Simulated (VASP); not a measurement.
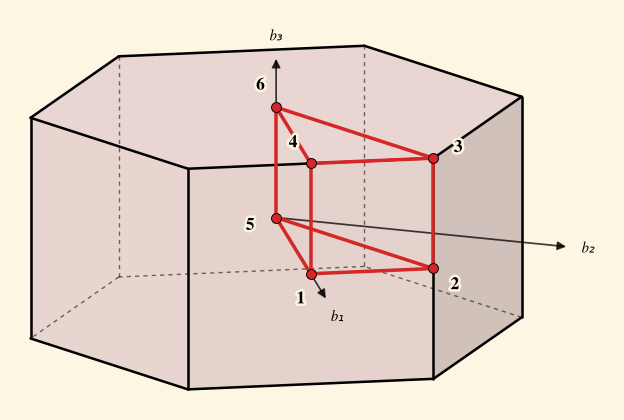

For GaN, coordinates from a relaxation with VASP Kohn-Sham DFT of a periodic cell, PW91, VASP PAW PBE potentials, recommended in VASP: the first Brillouin zone of a primitive hexagonal lattice (hP; extended symbol hP2) is drawn with its special points numbered. All values are computed from the atomic coordinates in the standard setting (tolerance 0.002 Å).

a = 3.216 Å, b = 3.216 Å, c = 5.246 Å, α = 90.00°, β = 90.00°, γ = 120.00°.

Labels and path follow the convention of Hinuma et al. (2017), as computed by seekpath; the arrows show the directions of the reciprocal primitive vectors b₁, b₂, b₃, in which coordinates are given.

**Give the label and coordinates of each numbered point.**

| no. | label | coordinates |
| --- | --- | --- |
| 1 | M | (1/2, 0, 0) |
| 2 | K | (1/3, 1/3, 0) |
| 3 | H | (1/3, 1/3, 1/2) |
| 4 | L | (1/2, 0, 1/2) |
| 5 | Γ | (0, 0, 0) |
| 6 | A | (0, 0, 1/2) |
